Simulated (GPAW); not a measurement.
# Does CrGa15Sb16 (GaSb32 Cr1) carry moments in GPAW?

Wanted: the moments of CrGa15Sb16 (GaSb32 Cr1) and the energy gained by spin polarisation.

Calculated with GPAW 26.7.0; PBE; plane waves with GPAW's PAW setups, scalar-relativistic.

### 1. Set-up

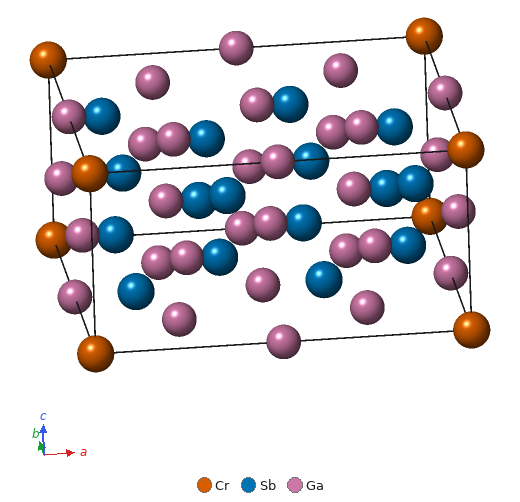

Start, viewed slightly off an axis; chromium orange, antimony blue, gallium pink. Some periodic images of atoms are drawn too.

The cell is a made-up one and need not be a known phase.

### 2. Start 1: ferro +

Parallel moments need no larger cell; this start tests for a ferromagnetic state only.

Input file order1.py:

```python
import json
import numpy as np
from ase import Atoms
from ase.parallel import paropen, parprint
from gpaw import GPAW

atoms = Atoms(['Cr', 'Sb', 'Ga', 'Sb', 'Ga', 'Sb', 'Ga', 'Sb', 'Ga', 'Sb', 'Ga', 'Sb', 'Ga', 'Sb', 'Ga', 'Sb', 'Ga', 'Sb', 'Ga', 'Sb', 'Ga', 'Sb', 'Ga', 'Sb', 'Ga', 'Sb', 'Ga', 'Sb', 'Ga', 'Sb', 'Ga', 'Sb'],
    cell=[[12.192, 0.0, 0.0],
         [0.0, 12.192, 0.0],
         [0.0, 0.0, 6.096]],
    scaled_positions=[[0.0, 0.0, 0.0],
         [0.125, 0.125, 0.25],
         [0.0, 0.25, 0.5],
         [0.125, 0.375, 0.75],
         [0.25, 0.0, 0.5],
         [0.375, 0.125, 0.75],
         [0.25, 0.25, 0.0],
         [0.375, 0.375, 0.25],
         [0.0, 0.5, 0.0],
         [0.125, 0.625, 0.25],
         [0.0, 0.75, 0.5],
         [0.125, 0.875, 0.75],
         [0.25, 0.5, 0.5],
         [0.375, 0.625, 0.75],
         [0.25, 0.75, 0.0],
         [0.375, 0.875, 0.25],
         [0.5, 0.0, 0.0],
         [0.625, 0.125, 0.25],
         [0.5, 0.25, 0.5],
         [0.625, 0.375, 0.75],
         [0.75, 0.0, 0.5],
         [0.875, 0.125, 0.75],
         [0.75, 0.25, 0.0],
         [0.875, 0.375, 0.25],
         [0.5, 0.5, 0.0],
         [0.625, 0.625, 0.25],
         [0.5, 0.75, 0.5],
         [0.625, 0.875, 0.75],
         [0.75, 0.5, 0.5],
         [0.875, 0.625, 0.75],
         [0.75, 0.75, 0.0],
         [0.875, 0.875, 0.25]],
    pbc=True,
    magmoms=[3.0, 0.0, 0.0, 0.0, 0.0, 0.0, 0.0, 0.0, 0.0, 0.0, 0.0, 0.0, 0.0, 0.0, 0.0, 0.0, 0.0, 0.0, 0.0, 0.0, 0.0, 0.0, 0.0, 0.0, 0.0, 0.0, 0.0, 0.0, 0.0, 0.0, 0.0, 0.0])
atoms.calc = GPAW(mode={'name': 'pw', 'ecut': 450},
    xc='PBE',
    kpts={'size': (3, 3, 5), 'gamma': True},
    occupations={'name': 'fermi-dirac', 'width': 0.05},
    convergence={'density': 1e-05, 'energy': 1e-05},
    maxiter=200,
    mixer={'name': 'pulay', 'beta': 0.05, 'nmaxold': 6, 'weight': 50},
    symmetry={'tolerance': 1e-4},
    txt='order1.txt')
e = atoms.get_potential_energy(force_consistent=True)
res = {'free_energy': e, 'energy_sigma0': atoms.get_potential_energy(), 'fermi_energy': atoms.calc.get_fermi_level()}
res['moments'] = atoms.get_magnetic_moments().tolist()
res['total'] = atoms.get_magnetic_moment()
parprint('site moments (muB):', np.round(res['moments'], 3))
parprint(f"total moment: {res['total']:.3f} muB")
parprint(f'free energy: {e:.6f} eV')
atoms.calc.write('order1.gpw')
with paropen('results.json', 'w') as f:
    json.dump(res, f)
```

Launch:

```console
OMP_NUM_THREADS=1 mpirun -n 4 gpaw python order1.py > order1.log
```

Numbers of over 12 decimals in the logs are rounded to 6 here.

The program printed:

```text
site moments (muB): [ 3.034e+00 -6.600e-02  7.000e-03 -8.000e-03  7.000e-03 -8.000e-03
  3.000e-03 -1.100e-02 -2.000e-03 -8.000e-03  7.000e-03 -6.600e-02
 -1.000e-03 -1.100e-02  3.000e-03 -8.000e-03 -2.000e-03 -8.000e-03
 -1.000e-03 -1.100e-02  7.000e-03 -6.600e-02  3.000e-03 -8.000e-03
 -2.000e-03 -1.100e-02 -1.000e-03 -8.000e-03 -1.000e-03 -8.000e-03
  3.000e-03 -6.600e-02]
total moment: 3.014 muB
free energy: -126.342916 eV

--- order1.txt ---
Input parameters:
  mode=PW(ecut=450),
  convergence={'density': 1e-05, 'energy': 1e-05},
  kpts=MonkhorstPack(size=(3, 3, 5), gamma=True),
  maxiter=200,
  mixer=Pulay(name='pulay', nmaxold=6, beta=0.05, weight=50, sigma=0.015, g_ss=None),
  occupations=Occupations(name='fermi-dirac', width=0.05),
  symmetry=Symmetry(tolerance=0.0001),
  xc=XC(name='PBE')

Diagonalizing LCAO Hamiltonian
Converting LCAO to pw mode
        .-----------------------------.
       /|                             |
      / |                             |
     /  |  Sb             Sb          |
    /   |        Sb             Sb    |
   /  Ga|            Ga               |
  /    Sb         Sb  Sb         Sb   |
 *      .---Ga-------------Ga---------.
 |     / Sb  Sb         Sb  Sb       /
 | Ga /       Ga  Ga         Ga     /
 |   Ga Ga     Sb   Ga Ga     Sb   /
 |  / Sb             Sb           /
 | /      Ga             Ga      /
 |/                             /
 Cr-------------Ga-------------*

Atoms  # Å, Bohr magnetons
|    | symbol |         x |         y |        z |    initial magnetic moments |
|----|--------|-----------|-----------|----------|-----------------------------|
|  0 |     Cr |  0.000000 |  0.000000 | 0.000000 | ( 0.0000,  0.0000,  3.0000) |
|  1 |     Sb |  1.524000 |  1.524000 | 1.524000 | ( 0.0000,  0.0000,  0.0000) |
|  2 |     Ga |  0.000000 |  3.048000 | 3.048000 | ( 0.0000,  0.0000,  0.0000) |
|  3 |     Sb |  1.524000 |  4.572000 | 4.572000 | ( 0.0000,  0.0000,  0.0000) |
|  4 |     Ga |  3.048000 |  0.000000 | 3.048000 | ( 0.0000,  0.0000,  0.0000) |
|  5 |     Sb |  4.572000 |  1.524000 | 4.572000 | ( 0.0000,  0.0000,  0.0000) |
|  6 |     Ga |  3.048000 |  3.048000 | 0.000000 | ( 0.0000,  0.0000,  0.0000) |
|  7 |     Sb |  4.572000 |  4.572000 | 1.524000 | ( 0.0000,  0.0000,  0.0000) |
|  8 |     Ga |  0.000000 |  6.096000 | 0.000000 | ( 0.0000,  0.0000,  0.0000) |
|  9 |     Sb |  1.524000 |  7.620000 | 1.524000 | ( 0.0000,  0.0000,  0.0000) |
| 10 |     Ga |  0.000000 |  9.144000 | 3.048000 | ( 0.0000,  0.0000,  0.0000) |
| 11 |     Sb |  1.524000 | 10.668000 | 4.572000 | ( 0.0000,  0.0000,  0.0000) |
| 12 |     Ga |  3.048000 |  6.096000 | 3.048000 | ( 0.0000,  0.0000,  0.0000) |
| 13 |     Sb |  4.572000 |  7.620000 | 4.572000 | ( 0.0000,  0.0000,  0.0000) |
| 14 |     Ga |  3.048000 |  9.144000 | 0.000000 | ( 0.0000,  0.0000,  0.0000) |
| 15 |     Sb |  4.572000 | 10.668000 | 1.524000 | ( 0.0000,  0.0000,  0.0000) |
| 16 |     Ga |  6.096000 |  0.000000 | 0.000000 | ( 0.0000,  0.0000,  0.0000) |
| 17 |     Sb |  7.620000 |  1.524000 | 1.524000 | ( 0.0000,  0.0000,  0.0000) |
| 18 |     Ga |  6.096000 |  3.048000 | 3.048000 | ( 0.0000,  0.0000,  0.0000) |
| 19 |     Sb |  7.620000 |  4.572000 | 4.572000 | ( 0.0000,  0.0000,  0.0000) |
| 20 |     Ga |  9.144000 |  0.000000 | 3.048000 | ( 0.0000,  0.0000,  0.0000) |
| 21 |     Sb | 10.668000 |  1.524000 | 4.572000 | ( 0.0000,  0.0000,  0.0000) |
| 22 |     Ga |  9.144000 |  3.048000 | 0.000000 | ( 0.0000,  0.0000,  0.0000) |
| 23 |     Sb | 10.668000 |  4.572000 | 1.524000 | ( 0.0000,  0.0000,  0.0000) |
| 24 |     Ga |  6.096000 |  6.096000 | 0.000000 | ( 0.0000,  0.0000,  0.0000) |
| 25 |     Sb |  7.620000 |  7.620000 | 1.524000 | ( 0.0000,  0.0000,  0.0000) |
| 26 |     Ga |  6.096000 |  9.144000 | 3.048000 | ( 0.0000,  0.0000,  0.0000) |
| 27 |     Sb |  7.620000 | 10.668000 | 4.572000 | ( 0.0000,  0.0000,  0.0000) |
| 28 |     Ga |  9.144000 |  6.096000 | 3.048000 | ( 0.0000,  0.0000,  0.0000) |
| 29 |     Sb | 10.668000 |  7.620000 | 4.572000 | ( 0.0000,  0.0000,  0.0000) |
| 30 |     Ga |  9.144000 |  9.144000 | 0.000000 | ( 0.0000,  0.0000,  0.0000) |
| 31 |     Sb | 10.668000 | 10.668000 | 1.524000 | ( 0.0000,  0.0000,  0.0000) |

Unit cell  # Å
| periodic |         x |         y |        z |   lengths |    angles |
|----------|-----------|-----------|----------|-----------|-----------|
|      yes | 12.192000 |  0.000000 | 0.000000 | 12.192000 | 90.000000 |
|      yes |  0.000000 | 12.192000 | 0.000000 | 12.192000 | 90.000000 |
|      yes |  0.000000 |  0.000000 | 6.096000 |  6.096000 | 90.000000 |

Number of symmetries: 8

BZ-sampling:
  Number of BZ points: 45
  Number of IBZ points: 9

  Monkhorst-Pack size: [3, 3, 5]
  Monkhorst-Pack shift: [0, 0, 0]

K-points  # in reciprocal-cell coordinates
|   |                                coordinates |     weight |
|---|--------------------------------------------|------------|
| 0 | (  0.00000000,   0.00000000,   0.00000000) | 0.02222222 |
| 1 | (  0.00000000,   0.00000000,   0.20000000) | 0.04444444 |
| 2 | (  0.00000000,   0.00000000,   0.40000000) | 0.04444444 |
| 3 | (  0.33333333,   0.00000000,   0.00000000) | 0.08888889 |
| 4 | (  0.33333333,   0.00000000,   0.20000000) | 0.17777778 |
| 5 | (  0.33333333,   0.00000000,   0.40000000) | 0.17777778 |
| 6 | (  0.33333333,   0.33333333,   0.00000000) | 0.08888889 |
| 7 | (  0.33333333,   0.33333333,   0.20000000) | 0.17777778 |
| 8 | (  0.33333333,   0.33333333,   0.40000000) | 0.17777778 |

Plane wave coefficients: 19692
Cutoff: 450.000000 eV

Spin-components: 2 (collinear spins)
Bands:           181
Projectors:      177
Spin-degeneracy: 1
Datatype:        complex128

Parallelization:
  kpt:    4
  domain: 1
  band:   1

Density:
  Valence electrons: 291.0
  Components: 2
  Grid points: [60 60 30]
  Charge: 0.0  # |e|

Potential:
  Grid points: [60 60 30]

species:
  Cr:
    name:    Chromium
    Z:       24.0
    valence: 6
    core:    18
    charge:  0.0  # [|e|]
    compensation charges:
      type: gauss
      rc: 0.35  # [Å]
      lmax: 2
    cutoffs:
      filter: 2.14  # [Å]
      core: 3.04  # [Å]
    projectors
    | kind |    occ | energy [eV] | rcut [Å] |
    |------|--------|-------------|----------|
    |   4s |  1.000 |      -4.007 |    1.164 |
    |   4p |  0.000 |      -0.989 |    1.217 |
    |   3d |  5.000 |      -2.913 |    1.111 |
    |    s |        |      23.205 |    1.164 |
    |    p |        |      26.223 |    1.217 |
    |    d |        |      24.299 |    1.111 |

    Using partial waves for Cr as LCAO basis

  Sb:
    name:    Antimony
    Z:       51.0
    valence: 15
    core:    36
    charge:  0.0  # [|e|]
    compensation charges:
      type: gauss
      rc: 0.36  # [Å]
      lmax: 2
    cutoffs:
      filter: 2.23  # [Å]
      core: 2.23  # [Å]
    projectors
    | kind |    occ | energy [eV] | rcut [Å] |
    |------|--------|-------------|----------|
    |   5s |  2.000 |     -12.815 |    1.154 |
    |   5p |  3.000 |      -4.830 |    1.233 |
    |   4d | 10.000 |     -33.514 |    1.196 |
    |    s |        |      14.396 |    1.154 |
    |    p |        |      22.381 |    1.233 |
    |    d |        |      -6.303 |    1.196 |

    Using partial waves for Sb as LCAO basis

  Ga:
    name:    Gallium
    Z:       31.0
    valence: 3
    core:    28
    charge:  0.0  # [|e|]
    compensation charges:
      type: gauss
      rc: 0.37  # [Å]
      lmax: 2
    cutoffs:
      filter: 2.06  # [Å]
      core: 4.17  # [Å]
    projectors
    | kind |    occ | energy [eV] | rcut [Å] |
    |------|--------|-------------|----------|
    |   4s |  2.000 |      -8.945 |    1.164 |
    |   4p |  1.000 |      -2.580 |    1.164 |
    |    s |        |      18.266 |    1.164 |
    |    p |        |      24.631 |    1.164 |
    |    d |        |       0.000 |    1.164 |

    Using partial waves for Ga as LCAO basis

Reference energy: -3642357.382351  # eV

eigensolver:
  PPCG
  Converge bands: occupied
  niter=2

density mixing:
  Pulay-Mixer
  Linear mixing parameters: 0.05
  Old densities: 6
  Fourier metric: weight=50, sigma=0.015

occupation numbers:
  Fermi-Dirac:
    width: 0.0500  # eV

poisson solver:
  ecut: 3600.000000  # eV

xc functional:
  name: PBE with 2 nearest neighbor stencil

convergence criteria:
- Maximum integral of absolute [dens]ity change: 1e-05 electrons / valence electron
- Maximum [total energy] change in last 3 cyles: 1e-05 eV / valence electron
- Maximum integral of absolute [eigenst]ate change: 4e-08 eV^2 / valence electron
maximum number of iterations: 200

SCF iterations
|iter     |      energy | eigst |  dens |  magmom |
|---------|-------------|-------|-------|---------|
|iter:   1|       0s | -131.484877 | +0.65 |       |  +2.9883|
|iter:   2|      52s | -126.619415 | -0.74 | -1.15 |  +2.8946|
|iter:   3|     104s | -126.303106 | -1.85 | -1.27 |  +2.8973|
|iter:   4|     155s | -126.236697 | -2.20 | -1.29 |  +2.9111|
|iter:   5|     207s | -126.203412 | -1.98 | -1.35 |  +2.9482|
|iter:   6|     259s | -126.408007 | -1.82 | -1.59 |  +2.9963|
|iter:   7|     310s | -126.280064 | -2.61 | -2.11 |  +2.9908|
|iter:   8|     362s | -126.306923 | -2.67 | -2.13 |  +2.9930|
|iter:   9|     413s | -126.304524 | -3.19 | -2.15 |  +3.0008|
|iter:  10|     465s | -126.311592 | -3.63 | -2.44 |  +3.0047|
|iter:  11|     517s | -126.314968 | -3.84 | -2.64 |  +3.0064|
|iter:  12|     569s | -126.316256 | -4.42 | -2.84 |  +3.0070|
|iter:  13|     621s | -126.318243 | -4.37 | -2.92 |  +3.0092|
|iter:  14|     672s | -126.318799c| -4.90 | -3.15 |  +3.0099|
|iter:  15|     724s | -126.319499c| -4.88 | -3.23 |  +3.0111|
|iter:  16|     776s | -126.319618c| -5.52 | -3.31 |  +3.0113|
|iter:  17|     828s | -126.319813c| -5.54 | -3.38 |  +3.0117|
|iter:  18|     880s | -126.319841c| -6.16 | -3.57 |  +3.0118|
|iter:  19|     932s | -126.319998c| -5.55 | -3.58 |  +3.0130|
|iter:  20|     983s | -126.320015c| -6.18 | -3.81 |  +3.0134|
|iter:  21|    1035s | -126.320024c| -6.47 | -3.98 |  +3.0138|
|iter:  22|    1087s | -126.320026c| -6.93 | -4.13 |  +3.0139|
|iter:  23|    1138s | -126.320026c| -6.92 | -4.16 |  +3.0142|
|iter:  24|    1185s | -126.320028c| -7.45c| -4.28 |  +3.0142|
|iter:  25|    1237s | -126.320029c| -7.23 | -4.40 |  +3.0141|
|iter:  26|    1263s | -126.320029c| -7.61c| -4.53 |  +3.0142|
|iter:  27|    1289s | -126.320029c| -7.74c| -4.69 |  +3.0142|
|iter:  28|    1314s | -126.320029c| -7.53c| -4.83 |  +3.0143|
|iter:  29|    1340s | -126.320029c| -7.72c| -5.07c|  +3.0143|

Converged in 29 steps
Energy contributions relative to reference atoms: (reference = -3642357.382351)

Energy contributions:
  Kinetic:         212.874191
  Coulomb:        -190.418626
  Zero:              3.436423
  External:          0.000000
  Xc:             -152.189129
  Entropy:          -0.045775
  Spinorbit:         0.000000
  ----------------------------
  Free energy:    -126.342916
  Extrapolated:   -126.320029

dipole moment: (-122.964826, -122.964826, -123.906054)  # |e|*Ang

Total magnetic moment: (0.000000, 0.000000, 3.014347)

Local magnetic moments
|        x |        y |         z |
|----------|----------|-----------|
| 0.000000 | 0.000000 |  3.033530 |  # Cr   0
| 0.000000 | 0.000000 | -0.065723 |  # Sb   1
| 0.000000 | 0.000000 |  0.006808 |  # Ga   2
| 0.000000 | 0.000000 | -0.008195 |  # Sb   3
| 0.000000 | 0.000000 |  0.006808 |  # Ga   4
| 0.000000 | 0.000000 | -0.008195 |  # Sb   5
| 0.000000 | 0.000000 |  0.003432 |  # Ga   6
| 0.000000 | 0.000000 | -0.010537 |  # Sb   7
| 0.000000 | 0.000000 | -0.001964 |  # Ga   8
| 0.000000 | 0.000000 | -0.008195 |  # Sb   9
| 0.000000 | 0.000000 |  0.006808 |  # Ga  10
| 0.000000 | 0.000000 | -0.065723 |  # Sb  11
| 0.000000 | 0.000000 | -0.000779 |  # Ga  12
| 0.000000 | 0.000000 | -0.010537 |  # Sb  13
| 0.000000 | 0.000000 |  0.003432 |  # Ga  14
| 0.000000 | 0.000000 | -0.008195 |  # Sb  15
[...]
| 0.000000 | 0.000000 |  0.003432 |  # Ga  22
| 0.000000 | 0.000000 | -0.008195 |  # Sb  23
| 0.000000 | 0.000000 | -0.002414 |  # Ga  24
| 0.000000 | 0.000000 | -0.010537 |  # Sb  25
| 0.000000 | 0.000000 | -0.000779 |  # Ga  26
| 0.000000 | 0.000000 | -0.008195 |  # Sb  27
| 0.000000 | 0.000000 | -0.000779 |  # Ga  28
| 0.000000 | 0.000000 | -0.008195 |  # Sb  29
| 0.000000 | 0.000000 |  0.003432 |  # Ga  30
| 0.000000 | 0.000000 | -0.065723 |  # Sb  31

Fermi level: 4.923
Eigenvalues  # (at kpt = [0.000, 0.000, 0.000])
| band index |      eig [eV] | occ [0-1] |      eig [eV] | occ [0-1] |
|------------|---------------|-----------|---------------|-----------|
|          0 |       -23.846 |     1.000 |       -23.849 |     1.000 |
|        ... |               |           |               |           |
|        137 |         3.466 |     1.000 |         3.687 |     1.000 |
|        138 |         3.557 |     1.000 |         3.734 |     1.000 |
|        139 |         3.557 |     1.000 |         3.815 |     1.000 |
|        140 |         3.632 |     1.000 |         3.815 |     1.000 |
|        141 |         3.754 |     1.000 |         4.786 |     0.940 |
|        142 |         4.010 |     1.000 |         4.797 |     0.926 |
|        143 |         4.218 |     1.000 |         4.797 |     0.926 |
|        144 |         4.354 |     1.000 |         5.316 |     0.000 |
|        145 |         4.354 |     1.000 |         5.603 |     0.000 |
|        146 |         5.304 |     0.000 |         5.621 |     0.000 |
|        147 |         5.439 |     0.000 |         6.024 |     0.000 |
|        148 |         5.470 |     0.000 |         6.143 |     0.000 |
|        149 |         5.470 |     0.000 |         6.184 |     0.000 |
|        150 |         6.007 |     0.000 |         6.196 |     0.000 |
|        151 |         6.009 |     0.000 |         6.196 |     0.000 |
|        152 |         6.063 |     0.000 |         6.237 |     0.000 |
|        ... |               |           |               |           |
|        180 |         9.672 |     0.000 |         9.676 |     0.000 |

No gap
No difference between direct/indirect transitions
```

It took 24 min on 4 MPI ranks of Arm Neoverse V1, shared host; peak memory 3.5 GiB.

Spin moment in the augmentation sphere by element, in μB:

| element | atoms | mean | spread (r.m.s.) | least | largest |
| --- | --- | --- | --- | --- | --- |
| Cr | 1 | 3.03 | 0.00 | 3.03 | 3.03 |
| Sb | 16 | -0.02 | 0.02 | -0.07 | -0.01 |
| Ga | 15 | 0.00 | 0.00 | 0.00 | 0.01 |

The atoms farthest from the mean of their element:

| atom | x, y, z (Å) | spin moment in the augmentation sphere (μB) |
| --- | --- | --- |
| Sb2 | 1.52, 1.52, 1.52 | -0.07 |
| Sb12 | 1.52, 10.67, 4.57 | -0.07 |
| Sb32 | 10.67, 10.67, 1.52 | -0.07 |
| Sb22 | 10.67, 1.52, 4.57 | -0.07 |
| Sb10 | 1.52, 7.62, 1.52 | -0.01 |
| Sb16 | 4.57, 10.67, 1.52 | -0.01 |
| Sb6 | 4.57, 1.52, 4.57 | -0.01 |
| Sb4 | 1.52, 4.57, 4.57 | -0.01 |

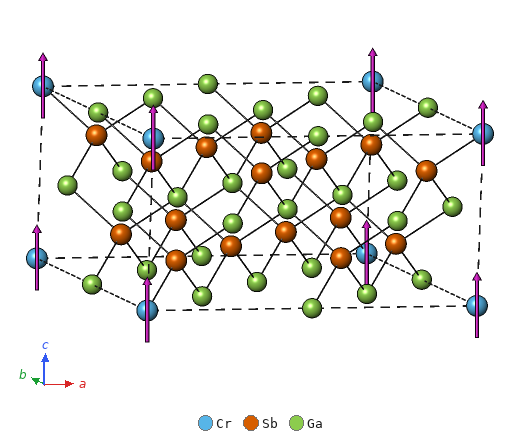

Spin moment in the augmentation sphere as arrows, the longest 3.03 μB. Up and down stand for the sign. Arrows give size and sign along the axis of quantisation, drawn up and down the page. Bonds to atoms that aren't drawn are left out. Some periodic images of atoms are drawn too.

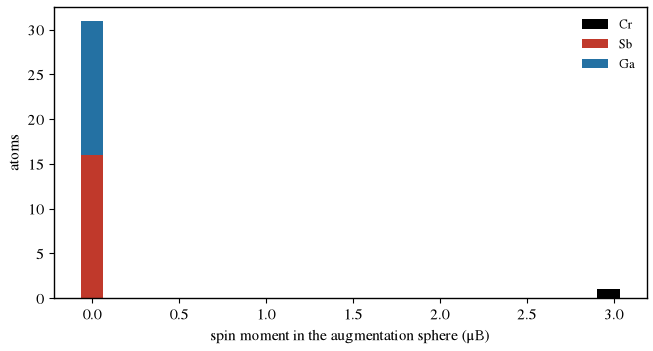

Spin moment in the augmentation sphere as a stacked histogram.

Numbers from this step:

```yaml
magnetization: 3.014 μB
final_state: ferromagnetic
```

After 29 cycles the largest moment stands at 3.03 μB.

[end of part 1 of 2]

[Logs and program files are shortened in this print: banners, set-up blocks, solver, clock and traceback lines can be left out without a mark of their own.]

[Logs are printed without paths, hosts, clocks, repeated set-up lines and the standing remarks that a program may print on its own settings, such as how far it seeks lower states.]

[Hosts, paths, dates, database ids (printed as entryN), source tags and the programs' standing remarks are cut or masked in the printed files.]

[Where a cell is said to come from a database of computed structures, the database is the Materials Project.]
